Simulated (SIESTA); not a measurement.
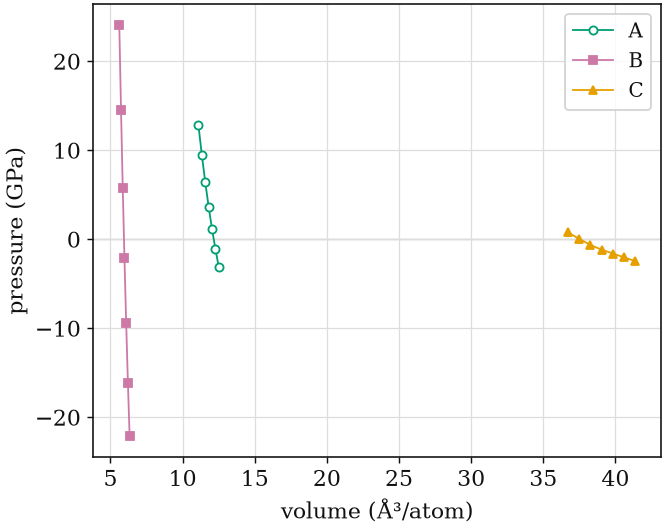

The figure shows the pressure against volume, with one curve for each compound, for BN, Ge and MgO (all in space group P6_3mc (No. 186)). The labels are replaced by letters.

Calculation (SIESTA 5.4.2): DFT in numerical atomic orbitals with pseudopotentials, no spin polarisation; energies at scaled volumes of the given cell, shape and fractions fixed, counted from the fit's minimum, third-order Birch-Murnaghan fit. Level: PBEsol.

occupations Fermi–Dirac; smearing width 0.05 eV; potentials PseudoDojo 0.4 standard, converted to PSML, two zetas on semicore shells.

> Which letter stands for which compound?

A: MgO; B: BN; C: Ge.

Limits of the calculation: mulliken charges of long orbitals; shape and atomic fractions are frozen while scaling, which makes layered, chain and framework solids too stiff.
